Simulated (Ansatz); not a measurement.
## KI: GW calculation

KI (Fm-3m, 2 atoms in the cell), computed with DFT, HSE06, plane waves, PAW, no spin polarisation (Ansatz 0.2.0).

The structure derives from an entry of the Crystallography Open Database. The geometry comes from this level: r2SCAN. It belongs to a series of runs on one base structure; here: G0W0 settings.

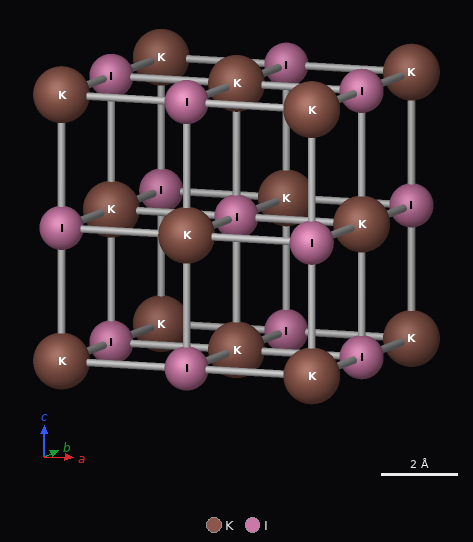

The structure as given in the input (ball-and-stick view of the cell 4 times as large as that of the calculation, set on its symmetry axes, seen slightly off an axis). Near neighbours in the crystal (not all of them lie inside the picture): K has 6 I at 3.54 Å; I has 6 K at 3.54 Å.

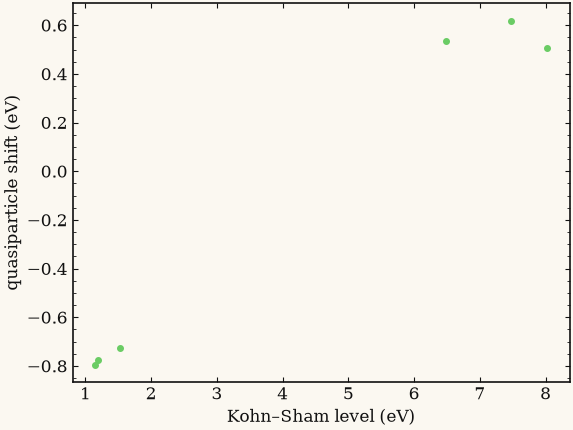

Quasiparticle corrections (linearised) against the Kohn–Sham levels, for the bands and k-points computed. On this mesh the gap goes from 4.96 to 6.21 eV.

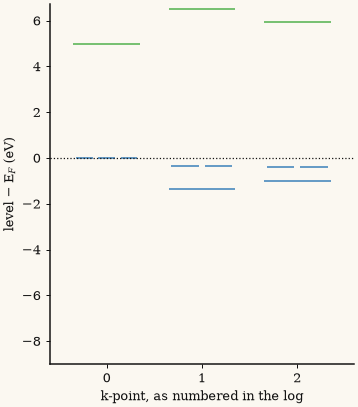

Kohn–Sham levels near the Fermi level (dotted) at the few k-points that the log prints; levels within 0.02 eV of each other stand side by side. Among these points the highest filled and lowest empty levels are 4.96 eV apart, which is the gap on the mesh.

These pictures come from the run below.

Input file:
```yaml
crystal:
  lattice:
    - [0.0, 3.5445661619, 3.5445661619]
    - [3.5445661619, 0.0, 3.5445661619]
    - [3.5445661619, 3.5445661619, 0.0]
  atoms:
    - { symbol: K, position: [0.0, 0.0, 0.0] }
    - { symbol: I, position: [0.5, 0.5, 0.5] }
kpoints:
  mp_grid: { grid: [2, 2, 2] }
hamiltonian:
  xc: hse06
scf:
  occupations: { method: fixed }
gw:
  n_empty_bands: 60
  ecut_chi: 80
  qp_bands: [v1, c1]
  qp_kpoints: band_edges
  screening: { model: contour_deformation }
```

Command:
```bash
ansatz run input.yaml --threads 4 --pin off --max-ram 3686MiB --backend cpu --events-out ev --progress --plain --runs-dir out
```

Log:
```
exact exchange: scf.exx.singularity resolves to wigner_seitz, which cuts the screened interaction at the faces of the exchange supercell's Wigner-Seitz cell, so that each pair interacts once, at the shortest of its separations (the periodic images that this leaves out come, for a point-like exchange hole, to about 0.014 eV on a filled level). The cut falls within the interaction's reach, and what an exchange supercell this small leaves in the energy, the band gaps and, where it is computed, the pressure is not bounded here. The exchange supercell (the smallest cell that an SCF of this deck is solved on times the 2×2×2 mesh of the exchange sum) has its nearest image at L = 10.03 Å, 2.08 times the interaction's range 1/ω = 4.81 Å. A denser mesh of the exchange sum (kpoints.mp_grid; where a k-mesh is refused, the cell repeated along its short axes), shrinks what is left. The k-mesh (kpoints.mp_grid) can leave an error of its own, as it does under a semilocal functional: two runs of this structure under PBE, one on that k-mesh and one on a denser one or on the cell repeated (per cell), show about how large it is in the energy; in a metal the hybrid's can be larger than they show. Converge the k-mesh under the hybrid itself. See scf.exx.q_mesh
Engine: ansatz 0.2.0, aarch64-unknown-linux-gnu
Pseudopotentials: kind: paw
Pseudopotential: K, paw, valence charge 9, recommended cutoff 420 eV (normal), K.paw.azcp
Pseudopotential: I, paw, valence charge 17, recommended cutoff 420 eV (normal), I.paw.azcp
Functional definition: HSE06
  parameter a = 0.25
  parameter omega = 0.11/bohr
  exchange = pbe_x - a*pbe_x_sr(omega) + a*exact_x_sr(omega)
  correlation = pbe_c
davidson cushion auto → on  (no smearing: the cushion is to keep the highest requested band from converging to the state above it; pin scf.eigensolver.cushion to override)
Crystal: 2 atoms, lattice volume = 89.067 Å³
Basis set: ecut = 420 eV, 1807 PW (Γ)
Bands: 17, of which v1, the nominal top of the filled ones, is band 13 counted from 1 (12 counted from 0)
Symmetry: 48 space group operations
Space group: Fm-3m (ITA 225), of the structure as read, at distance tolerance 4.5e-5 Å
k-points: 3 of 8
Non-local potential: K, projectors of the file, l = 0: 3, l = 1: 2, l = 2: 2
Non-local potential: I, projectors of the file, l = 0: 2, l = 1: 2, l = 2: 2, l = 3: 2
PAW form: soft (Blöchl's): semilocal exchange-correlation on the pseudo side does not see the compensation charge
PAW frozen core: K, regenerated for the run's functional, and the local potential with it (the file was generated under x = pbe(κ = 0.804, μ = 0.2195149727645171), c = pbe(β = 0.06672455060314922))
PAW frozen core: I, regenerated for the run's functional, and the local potential with it (the file was generated under x = pbe(κ = 0.804, μ = 0.2195149727645171), c = pbe(β = 0.06672455060314922))
PAW one-centre angular grid: K, 110 points (default); XC on 64 Gauss nodes
PAW one-centre angular grid: I, 590 points (default); XC on 96 Gauss nodes
Initial density: superposition of atomic densities (neutral atoms: chi_scale 0, normalization atom), corrected by the library's trained network
Initial wavefunctions: pseudopotential atomic-orbital guess
Functional: x = pbe(κ = 0.804, μ = 0.2195149727645171), c = pbe(β = 0.06672455060314922), warm-up for x = pbe(κ = 0.804, μ = 0.2195149727645171) + 0.25 (exact − pbe) at short range (hse, ω = 0.20786987370883472 Å⁻¹), c = pbe(β = 0.06672455060314922); HSE06 as pw.x's `hse` composes it (authors' and Libxc's form: `xc: wpbeh`)
SCF iter   1: F=—  HF=-9053.547172 eV  |F-HF|=—  |Δ(HF+E_count)|=         —  Δρ=1.46e-3  dr2=5.50e-3  ethr=1.77e-3  ⟨swp⟩=14.3  Hψ=265  notcnv=0
preconditioner: auto → none  [insulator: Δε(μ)=3.935 eV  Ē_g=13.906 eV  n_scr=14 (ndim 8)  ℏωp=14.7 eV  f_vac=0.141]
iter 2 solved again at ethr=1.13e-6 eV; its pass at ethr=2.11e-5 eV (dr2=2.93e-4 eV) is discarded
SCF iter   2: F=-9053.546829 eV  HF=-9053.546636 eV  |F-HF|=1.93e-4  |Δ(HF+E_count)|=   5.36e-4  Δρ=4.76e-4  dr2=2.90e-4  ethr=1.13e-6  ⟨swp⟩=4.0  Hψ=302  notcnv=0  defer=2
SCF 1 stopped early in 2 iterations: F = -9053.546829 eV  dr2 = 2.90e-4
  greatest PAW one-centre occupation: 0.999 electrons in one spin orbital (limit 2), on the I atom at site 1 (counted from 0), in its partial waves of l = 2
Initial density: handed on by an earlier stage of this run
Initial wavefunctions: those handed on with the density
Functional: x = pbe(κ = 0.804, μ = 0.2195149727645171) + 0.25 (exact − pbe) at short range (hse, ω = 0.20786987370883472 Å⁻¹), c = pbe(β = 0.06672455060314922); HSE06 as pw.x's `hse` composes it (authors' and Libxc's form: `xc: wpbeh`)
Exchange kernel: α = 0.2500, screened, ω = 0.2079 Å⁻¹, Wigner–Seitz truncation, v(0) = 859.4734 eV·Å³, q-mesh 2×2×2, nearest image of the exchange supercell L = 10.03 Å, pair-density grid 18×18×18, without the augmentation charges, whose exchange is taken in its separable form by FFT convolution over the k-point mesh (sized by the pseudopotential files, 30×30×30 at the most), smooth part of the exact exchange by density-matrix convolution
Frozen-core exchange: fock
SCF iter   1: F=—  HF=-9059.292810 eV  |F-HF|=—  |Δ(HF+E_count)|=         —  Δρ=1.80e-3  dr2=3.21e-3  ethr=1.12e-5  ⟨swp⟩=8.3  Hψ=241  notcnv=0
preconditioner: auto → none  [insulator: Δε(μ)=4.945 eV  Ē_g=15.532 eV  n_scr=14 (ndim 8)  ℏωp=14.7 eV  f_vac=0.151]
SCF iter   2: F=—  HF=-9059.292622 eV  |F-HF|=—  |Δ(HF+E_count)|=   1.89e-4  Δρ=8.44e-4  dr2=6.48e-4  ethr=1.12e-5  ⟨swp⟩=3.3  Hψ=130  notcnv=0
SCF iter   3: F=—  HF=-9059.294869 eV  |F-HF|=—  |Δ(HF+E_count)|=   2.25e-3  Δρ=2.52e-4  dr2=6.67e-5  ethr=1.91e-6  ⟨swp⟩=5.0  Hψ=170  notcnv=0
SCF iter   4: F=—  HF=-9059.294870 eV  |F-HF|=—  |Δ(HF+E_count)|=   1.64e-6  Δρ=5.46e-5  dr2=3.16e-6  ethr=2.38e-7  ⟨swp⟩=4.0  Hψ=144  notcnv=0
SCF iter   5: F=-9059.294897 eV  HF=-9059.294897 eV  |F-HF|=8.37e-8  |Δ(HF+E_count)|=   2.72e-5  Δρ=2.88e-5  dr2=4.52e-7  ethr=4.79e-9  ⟨swp⟩=6.3  Hψ=191  notcnv=0  defer=5
SCF 2 stopped early in 5 iterations: F = -9059.294897 eV  dr2 = 4.52e-7
hybrid outer 1: dexx = +2.373e-3 eV, tail = 7.39e-6 eV
Exchange kernel: α = 0.2500, screened, ω = 0.2079 Å⁻¹, Wigner–Seitz truncation, v(0) = 859.4734 eV·Å³, q-mesh 2×2×2, nearest image of the exchange supercell L = 10.03 Å, pair-density grid 18×18×18, without the augmentation charges, whose exchange is taken in its separable form by FFT convolution over the k-point mesh (sized by the pseudopotential files, 30×30×30 at the most), smooth part of the exact exchange by density-matrix convolution
Frozen-core exchange: fock
SCF iter   1: F=—  HF=-9059.294892 eV  |F-HF|=—  |Δ(HF+E_count)|=         —  Δρ=2.81e-5  dr2=4.24e-7  ethr=1.42e-7  ⟨swp⟩=3.3  Hψ=129  notcnv=0
preconditioner: auto → none  [insulator: Δε(μ)=4.960 eV  Ē_g=15.546 eV  n_scr=14 (ndim 8)  ℏωp=14.7 eV  f_vac=0.170]
SCF iter   2: F=-9059.294892 eV  HF=-9059.294892 eV  |F-HF|=1.04e-8  |Δ(HF+E_count)|=   1.50e-7  Δρ=1.12e-5  dr2=4.34e-8  ethr=1.51e-9  ⟨swp⟩=4.7  Hψ=159  notcnv=0
SCF 3 converged in 2 iterations: F = -9059.294892 eV  dr2 = 4.34e-8
hybrid outer 2: dexx = +6.466e-8 eV, tail = 9.63e-8 eV, Δε = 2.13e-3 eV (about 3.26e-4 eV left of the loop's levels)
NSCF: frozen V_eff on 3 k-points
Exchange-term sweep: 0 of 3 (spin, k) points
Exchange-term sweep: 1 of 3 (spin, k) points
Exchange-term sweep: 2 of 3 (spin, k) points
Exchange-term sweep: 3 of 3 (spin, k) points
G₀W₀ screening: q 1/3
G₀W₀ screening: q 2/3
G₀W₀ screening: q 3/3
G₀W₀ self-energy: k 1/3
G₀W₀ self-energy: k 2/3
G₀W₀ self-energy: k 3/3
NSCF: frozen V_eff on 1 k-points
NSCF: frozen V_eff on 1 k-points
hybrid SCF converged: 2 outer / 7 inner (+2 warm-up), last move |dexx| = 6.47e-8 eV, tail = 9.63e-8 eV
Stability not checked: this state was not tested for a lower state beside it, because the functional holds exact exchange (a hybrid, or Hartree-Fock), whose exchange loop this test does not read (fock_operator; see scf.lower_state_search)
Free energy (F): -9059.294892 eV
Frozen-core exchange: fock
Harris-Foulkes:  -9059.294892 eV  (|F-HF|=1.04e-8)
Internal energy: -9059.294892 eV  (E = F + TS)
E sigma→0 (E₀):  -9059.294892 eV
Fermi energy:    1.527416 eV
--- Per-component energies (eV) ---
  E_band       = -575.287219
  E_kinetic    = 443.529921
  E_local      = -2843.751553  (includes V_loc(G=0)·N_el)
  E_nonlocal   = -77.583814
  E_hartree    = 1349.050095
  E_xc         = -211.580646
  E_vxc        = -234.209124  (∫ρ·V_xc dr)
  E_exx        = -74.391159  (= α·E_x^exact, valence–valence)
  E_paw        = -5582.517473  (= ΣΔE_a)
  E_vpaw       = -412.585253  (= ΣTr[D̂ρ^β])
  E_aug_tail   = 0.000007  (compensation charges beyond the density's cutoff)
  E_ewald      = -2061.551622
  E_core_change = -0.498648  (= ΣΔE_core)
  E_smearing   = -0.000000  (= −TS)
  E_closure    = 0.000000  (closes the sum)
  Σ components = -9059.294892   (vs F -9059.294892, Δ=1.82e-12)
--- Band table (eV) ---
  k-point 0: bands = ["-43.3890", "-43.3890", "-43.3862", "-43.3862", "-43.3862", "-29.3822", "-11.5156", "-11.5156", "-11.5156", "-9.7841", "1.5274", "1.5274", "1.5274", "6.4868", "9.1451"]
  k-point 1: bands = ["-43.3890", "-43.3890", "-43.3863", "-43.3863", "-43.3862", "-29.3803", "-11.6614", "-11.5166", "-11.5166", "-9.4932", "0.1879", "1.1893", "1.1893", "8.0218", "10.3919"]
  k-point 2: bands = ["-43.3891", "-43.3889", "-43.3863", "-43.3863", "-43.3861", "-29.3796", "-11.5611", "-11.5341", "-11.5341", "-9.6284", "0.5021", "1.1480", "1.1480", "7.4689", "8.3219"]
  guard bands above this table: 2 of the run's 17 bands. The solve was not asked for them (output.publish_guard_bands: true or output.eigenvalues: true publishes all)
--- G₀W₀: contour deformation, 5 samples at zero and on the imaginary axis and 1 off it, 8 q-points, 60 empty bands' worth ---
  eigenvalues of the whole cell's RPA ε∞ on this k-mesh (on a slab, of 1 + 4πα/V) = 2.7248, 2.7248, 2.7248; static W/v taken at q = 0 is 0.367005
  bands read: the sum over 73 bands ends inside a degenerate multiplet in 1 slot, whose members it reads at an even weight; the widest, k=0: bands 73 to 75 (counted from 1) at 1/3 each
  gw.qp_kpoints: band_edges: 3 of 3 stored k-points solved, in 1 pass; an edge of the gap read off the rows below is read off those points alone
    ik  band        ε_KS         Σx   Σc(E_QP)       V_xc       Z   E_QP_lin       E_QP  E_QP is
     0    13      1.5274   -17.5674     1.9602   -14.8859  0.8205     0.8001     0.8061  root
     0    14      6.4868    -3.8827    -2.9566    -7.3693  0.8511     7.0198     7.0168  root
     1    13      1.1893   -17.0251     1.9538   -14.3030  0.8199     0.4141     0.4210  root
     1    14      8.0218    -3.3235    -2.8599    -6.6872  0.8487     8.5285     8.5257  root
     2    13      1.1480   -17.1089     1.9600   -14.3619  0.8199     0.3538     0.3611  root
     2    14      7.4689    -2.8604    -2.7966    -6.2718  0.8504     8.0877     8.0836  root
```

Summary:

- outcome: converged
- space group (tolerance 0.01 Å): Fm-3m (225)
- electrons treated: 26
- free energy: −9059.2949 eV
- Fermi energy: 1.527 eV
- gap on the k-point mesh: 4.96 eV
- quasiparticle gap on the mesh: 6.21 eV
- hardware: 4 threads of Arm Neoverse N1, 54 GiB of memory available, shared host
- wall time: 15 s (CPU time 42 s)
- peak memory: 0.48 GiB

Notes:

Settings chosen away from the usual ones: G0W0 settings. The GW levels are not extrapolated in basis or mesh. The k-point mesh is coarse for a cell of this size, so the results may not be converged.
